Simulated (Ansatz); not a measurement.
Geometry relaxation of Ga4As3P (part 2 of 2)

Ga4As3P (8 atoms in the cell); DFT, PBE, plane waves, PAW, no spin polarisation (Ansatz 0.2.0); cutoff 420 eV, 10×6×6 k-mesh, fixed occupations. The structure was made by a generator, so it may or may not be a known phase.

Geometry of the input (Å; fractional positions):
```
4.0191  0.0000  0.0000
0.0000  4.0192  5.6854
0.0000  -4.0192  5.6854
Ga 0.0000  0.5077  0.9970
Ga 0.5000  0.9953  0.9953
Ga 0.5000  0.5003  0.5003
Ga 0.0000  0.9970  0.5077
P  0.0000  0.8750  0.8750
As 0.5000  0.3748  0.8752
As 0.0000  0.3748  0.3748
As 0.5000  0.8752  0.3748
```

```
basis re-selected at this cell: Δ(F+E_penalty+E_count) = -2.180e-6 eV, ΔP = +0.000 GPa vs the last step (what re-selecting the basis moved, of the pressure what is left beyond the Pulay correction that the steps carried, after the strain that the cell walked since its last selection, with what the two solves' SCF thresholds leave and, on support functions, any second-order correction that the steps lacked; it is no measure of the basis error at this ecutwfc). This SCF's stress stands 8.03e-4 GPa from its target on what of the cell is left free (relax.cell.stress_tol is 1.00e-2 GPa) and its largest allowed force component is 3.98e-4 eV/Å (relax.f_tol is 1.00e-3 eV/Å): within both
SCF converged after 10 iterations
Free energy (F): -30459.080834 eV
Harris-Foulkes:  -30459.080834 eV  (|F-HF|=7.28e-12)
Internal energy: -30459.080834 eV  (E = F + TS)
E sigma→0 (E₀):  -30459.080834 eV
Fermi energy:    7.415702 eV
--- Per-component energies (eV) ---
  E_band       = -1046.164338
  E_kinetic    = 839.782284
  E_local      = -14514.635792  (includes V_loc(G=0)·N_el)
  E_nonlocal   = -278.543091
  E_hartree    = 7197.272485
  E_xc         = -573.728348
  E_vxc        = -528.209192  (∫ρ·V_xc dr)
  E_paw        = -14031.889201  (= ΣΔE_a)
  E_vpaw       = -959.103121  (= ΣTr[D̂ρ^β])
  E_aug_tail   = -0.000413  (compensation charges beyond the density's cutoff)
  E_ewald      = -9097.338757
  E_smearing   = -0.000000  (= −TS)
  E_closure    = -0.000000  (closes the sum)
  Σ components = -30459.080834   (vs F -30459.080834, Δ=0.00e0)
--- Forces (eV/Å), atoms counted from 1 ---
  atom   1  Ga     0.00000000    -0.00014797    -0.00006791
  atom   2  Ga     0.00000000     0.00000000     0.00024095
  atom   3  Ga     0.00000000     0.00000000     0.00018864
  atom   4  Ga     0.00000000     0.00014797    -0.00006791
  atom   5  P      0.00000000     0.00000000    -0.00039776
  atom   6  As    -0.00000000     0.00023952     0.00007564
  atom   7  As     0.00000000     0.00000000    -0.00004704
  atom   8  As    -0.00000000    -0.00023952     0.00007564
  max |Σ_I F_I| component: 2.38e-7 eV/Å
--- Stress (GPa, compression-positive) ---
        0.000251      -0.000000       0.000000
       -0.000000      -0.000376       0.000000
        0.000000       0.000000      -0.000803
  P = ⅓ Tr σ = -0.0003 GPa (-0.003 kbar)
--- Band table (eV; the first three rows and the last of 78) ---
  k-point 0: bands = ["-27.6337", "-27.6332", "-27.6326", "-27.6326", "-27.6300", "-27.6290", "-27.6248", "-27.6244", "-27.6215", "-27.6212", "-27.6012", "-27.5993", "-27.5968", "-27.5917", "-27.5893", "-7.4175", "-7.3946", "-7.3474", "-7.3464", "-7.3096", "-7.3007", "-7.2986", "-7.2935", "-7.2645", "-7.2643", "-7.2590", "-7.2246", "-7.2171", "-7.2160", "-7.2128", "-7.2064", "-7.1912", "-7.1729", "-7.1350", "-7.1269", "-4.9994", "-3.3648", "-3.2228", "-2.5522", "0.7572", "0.9079", "1.0351", "4.8095", "4.8256", "6.1419", "6.2512", "6.2978", "6.4466", "7.3850", "7.3956", "7.4157", "7.8587", "8.3994", "8.4102", "8.9623", "9.0943", "11.1128", "11.1419", "11.1453", "11.9363", "11.9742", "12.0802"]
  k-point 1: bands = ["-27.6336", "-27.6333", "-27.6326", "-27.6326", "-27.6299", "-27.6291", "-27.6247", "-27.6244", "-27.6215", "-27.6212", "-27.6012", "-27.5993", "-27.5968", "-27.5917", "-27.5893", "-7.4159", "-7.3936", "-7.3459", "-7.3456", "-7.3098", "-7.3018", "-7.2980", "-7.2926", "-7.2666", "-7.2645", "-7.2594", "-7.2240", "-7.2169", "-7.2165", "-7.2135", "-7.2071", "-7.1927", "-7.1735", "-7.1352", "-7.1270", "-4.9210", "-3.4961", "-3.2422", "-2.6257", "0.8849", "1.0317", "1.3207", "4.6043", "4.8796", "5.7108", "6.0770", "6.2294", "6.3226", "6.4278", "7.2894", "7.3117", "8.4292", "8.6952", "8.9970", "9.0894", "9.5564", "11.2705", "11.2714", "11.3034", "11.8191", "12.0449", "12.0985"]
  k-point 2: bands = ["-27.6336", "-27.6333", "-27.6326", "-27.6326", "-27.6298", "-27.6293", "-27.6247", "-27.6245", "-27.6214", "-27.6213", "-27.6012", "-27.5993", "-27.5968", "-27.5917", "-27.5893", "-7.4126", "-7.3916", "-7.3450", "-7.3423", "-7.3101", "-7.3028", "-7.2966", "-7.2915", "-7.2716", "-7.2651", "-7.2597", "-7.2227", "-7.2192", "-7.2147", "-7.2144", "-7.2088", "-7.1961", "-7.1748", "-7.1357", "-7.1274", "-4.6932", "-3.8898", "-3.1671", "-2.7936", "1.1353", "1.2242", "2.1827", "4.2560", "4.7280", "4.9230", "5.0766", "5.8139", "6.4556", "6.5159", "7.0569", "7.0727", "8.5832", "9.0165", "9.3020", "9.7276", "10.7023", "11.6191", "11.6604", "11.7671", "12.0601", "12.0931", "12.1134"]
  k-point 77: bands = ["-27.6334", "-27.6330", "-27.6330", "-27.6329", "-27.6294", "-27.6283", "-27.6243", "-27.6240", "-27.6218", "-27.6215", "-27.6004", "-27.5993", "-27.5972", "-27.5920", "-27.5887", "-7.4187", "-7.4115", "-7.3751", "-7.3362", "-7.3160", "-7.3084", "-7.2973", "-7.2883", "-7.2780", "-7.2591", "-7.2402", "-7.2269", "-7.2171", "-7.2168", "-7.2089", "-7.1974", "-7.1821", "-7.1773", "-7.1359", "-7.1266", "-3.3639", "-3.2377", "-2.6583", "-2.4537", "0.7363", "0.7658", "0.9435", "1.0269", "4.7556", "4.8201", "4.8341", "4.9005", "6.1658", "6.3093", "6.3142", "6.4445", "8.3724", "8.4174", "8.8294", "9.0901", "9.0928", "9.1131", "11.9087", "11.9912", "12.0655", "12.1392", "15.0590"]
--- Relaxed structure (3 steps of the walk, 3 accepted, 1 SCFs on fresh bases) ---
  F+E_penalty+E_count = -30459.08083363 eV   max|allowed force component| = 3.978e-4 eV/Å   (the final SCF, on the basis selected at the relaxed cell)
  cell:  # Å, volume = 183.6913 Å³
    - [4.018876719672386, -1.3072378224243872e-32, -3.268094556060968e-33]
    - [-1.7695643314645295e-32, 4.019722806656643, 5.6853575338144235]
    - [8.449535967032265e-33, -4.019722806656643, 5.6853575338144235]
  atoms:
    - { symbol: Ga, position: [1.4375827490865545e-34, 0.5076043755067362, 0.9969995804441759] }
    - { symbol: Ga, position: [0.5, 0.9952405122200908, 0.9952405122200908] }
    - { symbol: Ga, position: [0.5, 0.5002591495913911, 0.5002591495913911] }
    - { symbol: Ga, position: [1.4375827490865545e-34, 0.9969995804441759, 0.5076043755067362] }
    - { symbol: P, position: [-4.791942496955193e-35, 0.8750224347355419, 0.8750224347355419] }
    - { symbol: As, position: [0.5, 0.3748491258199145, 0.8752287950662883] }
    - { symbol: As, position: [-4.791942496955176e-35, 0.3747970266158604, 0.3747970266158604] }
    - { symbol: As, position: [0.5, 0.8752287950662883, 0.3748491258199145] }
```

**Trajectory as extended XYZ (Å, eV, eV/Å), 4 frames, from step=1 to step=4**
```
8
Lattice="4.0191 0.0000 0.0000 0.0000 4.0192 5.6854 0.0000 -4.0192 5.6854" Properties=species:S:1:pos:R:3:forces:R:3 step=1 energy=-30459.08083 pressure_GPa=0.00
Ga    0.0000   -1.9667    8.5546    0.0000  -0.0026  -0.0052
Ga    2.0095    0.0000   11.3170    0.0000   0.0000  -0.0039
Ga    2.0095    0.0000    5.6884    0.0000   0.0000  -0.0034
Ga    0.0000    1.9667    8.5546    0.0000   0.0026  -0.0052
P     0.0000    0.0000    9.9494    0.0000   0.0000   0.0066
As    2.0095   -2.0111    7.1071    0.0000   0.0003   0.0041
As    0.0000    0.0000    4.2616    0.0000   0.0000   0.0030
As    2.0095    2.0111    7.1071    0.0000  -0.0003   0.0041
8
Lattice="4.0190 0.0000 0.0000 0.0000 4.0196 5.6852 0.0000 -4.0196 5.6852" Properties=species:S:1:pos:R:3:forces:R:3 step=2 energy=-30459.08083 pressure_GPa=0.00
Ga    0.0000   -1.9671    8.5540    0.0000  -0.0008  -0.0015
Ga    2.0095    0.0000   11.3164    0.0000   0.0000  -0.0020
Ga    2.0095    0.0000    5.6881    0.0000   0.0000  -0.0009
Ga    0.0000    1.9671    8.5540    0.0000   0.0008  -0.0015
P     0.0000    0.0000    9.9491    0.0000   0.0000   0.0030
As    2.0095   -2.0113    7.1069    0.0000  -0.0001   0.0011
As    0.0000    0.0000    4.2615    0.0000   0.0000   0.0008
As    2.0095    2.0113    7.1069    0.0000   0.0001   0.0011
8
Lattice="4.0189 0.0000 0.0000 0.0000 4.0197 5.6854 0.0000 -4.0197 5.6854" Properties=species:S:1:pos:R:3:forces:R:3 step=3 energy=-30459.08083 pressure_GPa=-0.00
Ga    0.0000   -1.9672    8.5542    0.0000  -0.0001  -0.0001
Ga    2.0094    0.0000   11.3166    0.0000   0.0000   0.0002
Ga    2.0094    0.0000    5.6883    0.0000   0.0000   0.0002
Ga    0.0000    1.9672    8.5542    0.0000   0.0001  -0.0001
P     0.0000    0.0000    9.9496    0.0000   0.0000  -0.0004
As    2.0094   -2.0114    7.1071    0.0000   0.0002   0.0001
As    0.0000    0.0000    4.2617    0.0000   0.0000   0.0000
As    2.0094    2.0114    7.1071    0.0000  -0.0002   0.0001
8
Lattice="4.0189 0.0000 0.0000 0.0000 4.0197 5.6854 0.0000 -4.0197 5.6854" Properties=species:S:1:pos:R:3:forces:R:3 step=4 energy=-30459.08083 pressure_GPa=-0.00
Ga    0.0000   -1.9672    8.5542    0.0000  -0.0001  -0.0001
Ga    2.0094    0.0000   11.3166    0.0000   0.0000   0.0002
Ga    2.0094    0.0000    5.6883    0.0000   0.0000   0.0002
Ga    0.0000    1.9672    8.5542    0.0000   0.0001  -0.0001
P     0.0000    0.0000    9.9496    0.0000   0.0000  -0.0004
As    2.0094   -2.0114    7.1071    0.0000   0.0002   0.0001
As    0.0000    0.0000    4.2617    0.0000   0.0000   0.0000
As    2.0094    2.0114    7.1071    0.0000  -0.0002   0.0001
```

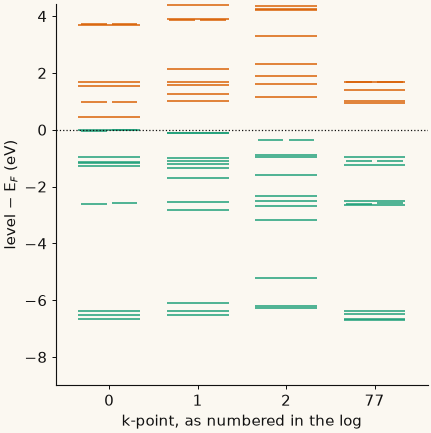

Kohn–Sham levels near the Fermi level (dotted) at the few k-points that the log prints; levels within 0.02 eV of each other stand side by side. Among these points the highest filled and lowest empty levels are 0.44 eV apart, which is the gap on the mesh.

**Results in brief**

```json
{"quantity": "outcome", "value": "converged"}
{"quantity": "space group (tolerance 0.01 Å)", "value": "Amm2 (38)"}
{"quantity": "electrons treated", "value": "102"}
{"quantity": "free energy", "value": "−30459.0808 eV"}
{"quantity": "Fermi energy", "value": "7.416 eV"}
{"quantity": "gap on the k-point mesh", "value": "0.44 eV"}
{"quantity": "pressure", "value": "0.00 GPa"}
{"quantity": "final volume", "value": "183.69 Å³"}
{"quantity": "largest force (length of the vector) at the end", "value": "under 0.001 eV/Å"}
{"quantity": "final cell", "value": "a = 4.019 Å, b = 6.963 Å, c = 6.963 Å, α = 70.52°, β = 90.00°, γ = 90.00°"}
{"quantity": "wall time", "value": "3.7 min (CPU time 15 min)"}
{"quantity": "peak memory", "value": "0.91 GiB"}
```

Settings chosen away from the usual ones: scf.eigensolver.kind set to davidson; accuracy set to medium; basis.ecutwfc removed.
